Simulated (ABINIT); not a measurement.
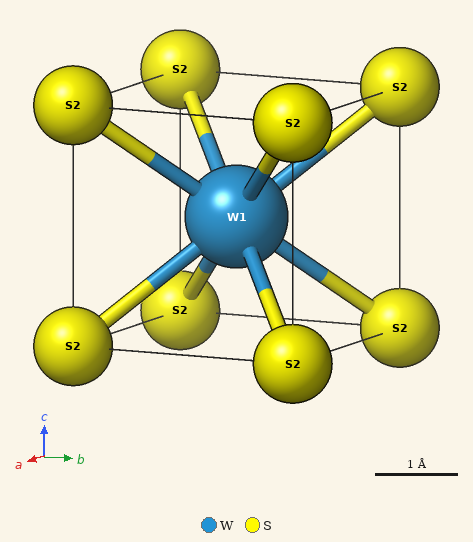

*The input geometry (ball-and-stick view of the cell of the calculation, seen at an oblique angle; atoms are numbered from 1 in the order of the input). An atom can appear more than once, as a periodic image.*

# Single-point calculation of WS

- system: WS (Pm-3m, 2 atoms in the cell)
- method: Kohn-Sham DFT of a periodic cell, PBE, SG15 NC PBE v1.2, no spin polarisation (ABINIT 10.8.3)

The structure was built on a prototype by a generator; it need not be a known phase.

Input
```
pp_dirpath "./"
pseudos "W_ONCV_PBE-1.2.upf, S_ONCV_PBE-1.2.upf"

acell 3*1.0
rprim
     5.6840883130     0.0000000000     0.0000000000
     0.0000000000     5.6840883130     0.0000000000
     0.0000000000     0.0000000000     5.6840883130
ntypat 2
znucl 74 16
natom 2
typat 1 2
xred
     0.5000000000     0.5000000000     0.5000000000
     0.0000000000     0.0000000000     0.0000000000

ecut 30.0

kptopt 1
ngkpt 9 9 9
nshiftk 1
shiftk 0.0 0.0 0.0

ixc 11

nband 21
occopt 6
tsmear 0.00734986

nstep 100
tolvrs 1.0e-10

iomode 3
prtwf 0
prtden 0
prteig 0
prtebands 0
enunit 1
```

Hardware: 1 thread of AMD EPYC (Zen 5), 16 GiB of memory available, shared host.

Launched with:
```bash
abinit run.abi > log 2>&1
```

Log
```
.Version 10.8.3 of ABINIT
 Symmetries : space group Pm -3 m (#221); Bravais cP (primitive cubic)
================================================================================
 Values of the parameters that define the memory need of the present run
     intxc =       0    ionmov =       0      iscf =       7    lmnmax =       8
     lnmax =       8     mgfft =      30  mpssoang =       4    mqgrid =    3001
     natom =       2  nloc_mem =       1    nspden =       1   nspinor =       1
    nsppol =       1      nsym =      48    n1xccc =       0    ntypat =       2
    occopt =       6   xclevel =       2
       mpw =        1463          nfft =       27000          nkpt =          35
================================================================================
================================================================================

--------------------------------------------------------------------------------
------------- Echo of variables that govern the present computation ------------
--------------------------------------------------------------------------------
 -outvars: echo values of preprocessed input variables --------
            acell      1.0000000000E+00  1.0000000000E+00  1.0000000000E+00 Bohr
              amu      1.83850000E+02  3.20660000E+01
             ecut      3.00000000E+01 Hartree
           enunit           1
              ixc          11
         kptrlatt        9    0    0      0    9    0      0    0    9
          kptrlen      5.11567948E+01
            natom           2
            nband          21
            ngfft          30      30      30
             nkpt          35
            nstep         100
             nsym          48
           ntypat           2
           occopt           6
           prtden           0
        prtebands           0
           prteig           0
            prtwf           0
            rprim      5.6840883130E+00  0.0000000000E+00  0.0000000000E+00
                       0.0000000000E+00  5.6840883130E+00  0.0000000000E+00
                       0.0000000000E+00  0.0000000000E+00  5.6840883130E+00
          spgroup         221
           tolvrs      1.00000000E-10
           tsmear      7.34986000E-03 Hartree
            typat      1  2
           xangst      1.5039449990E+00  1.5039449990E+00  1.5039449990E+00
                       0.0000000000E+00  0.0000000000E+00  0.0000000000E+00
            xcart      2.8420441565E+00  2.8420441565E+00  2.8420441565E+00
                       0.0000000000E+00  0.0000000000E+00  0.0000000000E+00
             xred      5.0000000000E-01  5.0000000000E-01  5.0000000000E-01
                       0.0000000000E+00  0.0000000000E+00  0.0000000000E+00
            znucl       74.00000   16.00000

================================================================================

 chkinp: Checking input parameters for consistency.

================================================================================
== DATASET  1 ==================================================================

--- !DatasetInfo
iteration_state: {dtset: 1, }
dimensions: {natom: 2, nkpt: 35, mband: 21, nsppol: 1, nspinor: 1, nspden: 1, mpw: 1463, }
cutoff_energies: {ecut:  30.0, pawecutdg:  -1.0, }
electrons: {nelect:   3.40000000E+01, charge:   0.00000000E+00, occopt:   6.00000000E+00, tsmear:   7.34986000E-03, }
meta: {optdriver: 0, ionmov: 0, optcell: 0, iscf: 7, paral_kgb: 0, }
...

 Exchange-correlation functional for the present dataset will be:
  GGA: Perdew-Burke-Ernzerhof functional - ixc=11
  J.P.Perdew, K.Burke, M.Ernzerhof, PRL 77, 3865 (1996)

 Real(R)+Recip(G) space primitive vectors, cartesian coordinates (Bohr,Bohr^-1):
 R(1)=  5.6840883  0.0000000  0.0000000  G(1)=  0.1759297  0.0000000  0.0000000
 R(2)=  0.0000000  5.6840883  0.0000000  G(2)=  0.0000000  0.1759297  0.0000000
 R(3)=  0.0000000  0.0000000  5.6840883  G(3)=  0.0000000  0.0000000  0.1759297
 Unit cell volume ucvol=  1.8364641E+02 bohr^3
 Angles (23,13,12)=  9.00000000E+01  9.00000000E+01  9.00000000E+01 degrees

 getcut: wavevector=  0.0000  0.0000  0.0000  ngfft=  30  30  30
         ecut(hartree)=     30.000   => boxcut(ratio)=   2.14060

--- Pseudopotential description ------------------------------------------------
- pspini: atom type   1  psp file is ./W_ONCV_PBE-1.2.upf
12 -101130 3 -1 602                           pspcod,pspxc,lmax,lloc,mmax
     nproj     2     2     2     2

- pspini: atom type   2  psp file is ./S_ONCV_PBE-1.2.upf
12 -101130 1 -1 602                           pspcod,pspxc,lmax,lloc,mmax
     nproj     2     2     0     0

   2.71874801E+03                                ecore*ucvol(ha*bohr**3)
--------------------------------------------------------------------------------

================================================================================

--- !BeginCycle
iteration_state: {dtset: 1, }
solver: {iscf: 7, nstep: 100, nline: 4, wfoptalg: 0, }
tolerances: {tolvrs: 1.00E-10, }
...

     iter   Etot(hartree)      deltaE(h)  residm     vres2
 ETOT  1  -281.92012018743    -2.819E+02 7.584E-01 2.219E+01
 ETOT  2  -282.17934719815    -2.592E-01 4.695E-03 3.896E+01
 ETOT  3  -282.19056467208    -1.122E-02 1.686E-03 1.435E-01
 ETOT  4  -282.19061872618    -5.405E-05 2.526E-04 1.321E-02
 ETOT  5  -282.19062218562    -3.459E-06 1.314E-04 1.899E-04
 ETOT  6  -282.19062223295    -4.733E-08 1.846E-04 8.191E-06
 ETOT  7  -282.19062223517    -2.218E-09 2.978E-04 4.558E-09
 ETOT  8  -282.19062223517     1.194E-12 3.906E-04 1.471E-10
 ETOT  9  -282.19062223518    -1.086E-11 5.321E-04 1.126E-13

 At SCF step    9       vres2   =  1.13E-13 < tolvrs=  1.00E-10 =>converged.

 Cartesian components of stress tensor (hartree/bohr^3)
  sigma(1 1)= -4.05003955E-05  sigma(3 2)=  0.00000000E+00
  sigma(2 2)= -4.05003955E-05  sigma(3 1)=  0.00000000E+00
  sigma(3 3)= -4.05003955E-05  sigma(2 1)=  0.00000000E+00

--- !ResultsGS
iteration_state: {dtset: 1, }
comment   : Summary of ground state results
lattice_vectors:
- [  5.6840883,   0.0000000,   0.0000000, ]
- [  0.0000000,   5.6840883,   0.0000000, ]
- [  0.0000000,   0.0000000,   5.6840883, ]
lattice_lengths: [   5.68409,    5.68409,    5.68409, ]
lattice_angles: [ 90.000,  90.000,  90.000, ] # degrees, (23, 13, 12)
lattice_volume:   1.8364641E+02
convergence: {deltae: -1.086E-11, res2:  1.126E-13, residm:  5.321E-04, diffor: null, }
etotal    :  -2.82190622E+02
entropy   :   0.00000000E+00
fermie    :   5.78240631E-01
cartesian_stress_tensor: # hartree/bohr^3
- [ -4.05003955E-05,   0.00000000E+00,   0.00000000E+00, ]
- [  0.00000000E+00,  -4.05003955E-05,   0.00000000E+00, ]
- [  0.00000000E+00,   0.00000000E+00,  -4.05003955E-05, ]
pressure_GPa:   1.1916E+00
xred      :
- [  5.0000E-01,   5.0000E-01,   5.0000E-01,  W]
- [  0.0000E+00,   0.0000E+00,   0.0000E+00,  S]
cartesian_forces: # hartree/bohr
- [ -0.00000000E+00,  -0.00000000E+00,  -0.00000000E+00, ]
- [ -0.00000000E+00,  -0.00000000E+00,  -0.00000000E+00, ]
force_length_stats: {min:   0.00000000E+00, max:   0.00000000E+00, mean:   0.00000000E+00, }
...

 Integrated electronic density in atomic spheres:
 ------------------------------------------------
 Atom  Sphere_radius  Integrated_density
    1        2.00000         24.06816708
    2        2.00000          3.99755346
================================================================================

 ----iterations are completed or convergence reached----

 Mean square residual over all n,k,spin=   90.055E-08; max=  53.206E-05
 reduced coordinates (array xred) for    2 atoms
       0.500000000000      0.500000000000      0.500000000000
       0.000000000000      0.000000000000      0.000000000000
 rms dE/dt=  0.0000E+00; max dE/dt=  0.0000E+00; dE/dt below (all hartree)
    1       0.000000000000      0.000000000000      0.000000000000
    2       0.000000000000      0.000000000000      0.000000000000

 cartesian coordinates (angstrom) at end:
    1      1.50394499897955     1.50394499897955     1.50394499897955
    2      0.00000000000000     0.00000000000000     0.00000000000000

 cartesian forces (hartree/bohr) at end:
    1     -0.00000000000000    -0.00000000000000    -0.00000000000000
    2     -0.00000000000000    -0.00000000000000    -0.00000000000000
 frms,max,avg= 0.0000000E+00 0.0000000E+00   0.000E+00  0.000E+00  0.000E+00 h/b

 cartesian forces (eV/Angstrom) at end:
    1     -0.00000000000000    -0.00000000000000    -0.00000000000000
    2     -0.00000000000000    -0.00000000000000    -0.00000000000000
 frms,max,avg= 0.0000000E+00 0.0000000E+00   0.000E+00  0.000E+00  0.000E+00 e/A
 length scales=  1.000000000000  1.000000000000  1.000000000000 bohr
              =  0.529177210544  0.529177210544  0.529177210544 angstroms
 Fermi (or HOMO) energy (eV) =  15.73473   Average Vxc (eV)= -13.99805
 Eigenvalues (   eV  ) for nkpt=  35  k points:
 kpt#   1, nband= 21, wtk=  0.00137, kpt=  0.0000  0.0000  0.0000 (reduced coord)
 -58.74413  -22.82330  -22.82330  -22.82330  -12.94540  -12.89418  -12.89418  -12.89418
 -12.84724  -12.84724  -12.84724   -1.87092   11.20741   11.20741   12.87666   12.87666
  12.87666   16.91549   16.91549   16.91549   18.10137
 prteigrs : prtvol=0 or 1, do not print more k-points.

--- !EnergyTerms
iteration_state     : {dtset: 1, }
comment             : Components of total free energy in Hartree
kinetic             :  1.05511572362371E+02
hartree             :  6.40214489305803E+01
xc                  : -2.36681261222435E+01
Ewald energy        : -2.28359789305717E+02
psp_core            :  1.48042532409479E+01
local_psp           : -1.68513828143423E+02
non_local_psp       : -4.59860142280227E+01
internal            : -2.82190483265508E+02
'-kT*entropy'       : -1.38969668507351E-04
total_energy        : -2.82190622235176E+02
total_energy_eV     : -7.67879801663510E+03
band_energy         : -1.18326301425187E+01
...

 Cartesian components of stress tensor (hartree/bohr^3)
  sigma(1 1)= -4.05003955E-05  sigma(3 2)=  0.00000000E+00
  sigma(2 2)= -4.05003955E-05  sigma(3 1)=  0.00000000E+00
  sigma(3 3)= -4.05003955E-05  sigma(2 1)=  0.00000000E+00

-Cartesian components of stress tensor (GPa)         [Pressure=  1.1916E+00 GPa]
- sigma(1 1)= -1.19156277E+00  sigma(3 2)=  0.00000000E+00
- sigma(2 2)= -1.19156277E+00  sigma(3 1)=  0.00000000E+00
- sigma(3 3)= -1.19156277E+00  sigma(2 1)=  0.00000000E+00

== END DATASET(S) ==============================================================
================================================================================

 -outvars: echo values of variables after computation  --------
            acell      1.0000000000E+00  1.0000000000E+00  1.0000000000E+00 Bohr
           etotal     -2.8219062224E+02
            fcart     -0.0000000000E+00 -0.0000000000E+00 -0.0000000000E+00
                      -0.0000000000E+00 -0.0000000000E+00 -0.0000000000E+00
            rprim      5.6840883130E+00  0.0000000000E+00  0.0000000000E+00
                       0.0000000000E+00  5.6840883130E+00  0.0000000000E+00
                       0.0000000000E+00  0.0000000000E+00  5.6840883130E+00
           strten     -4.0500395492E-05 -4.0500395492E-05 -4.0500395492E-05
                       0.0000000000E+00  0.0000000000E+00  0.0000000000E+00
           xangst      1.5039449990E+00  1.5039449990E+00  1.5039449990E+00
                       0.0000000000E+00  0.0000000000E+00  0.0000000000E+00
             xred      5.0000000000E-01  5.0000000000E-01  5.0000000000E-01
                       0.0000000000E+00  0.0000000000E+00  0.0000000000E+00
 Calculation completed.
```

Summary

```tsv
quantity	value
outcome	converged
space group (tolerance 0.01 Å)	Pm-3m (221)
electrons treated	34
free energy	−7678.7980 eV
Fermi energy	15.735 eV
gap on the k-point mesh	none (metallic)
pressure	1.19 GPa
largest force (length of the vector)	under 0.001 eV/Å
wall time	14 s
peak memory	0.07 GiB
```

Remarks

Spin–orbit coupling is left out, which matters for W.
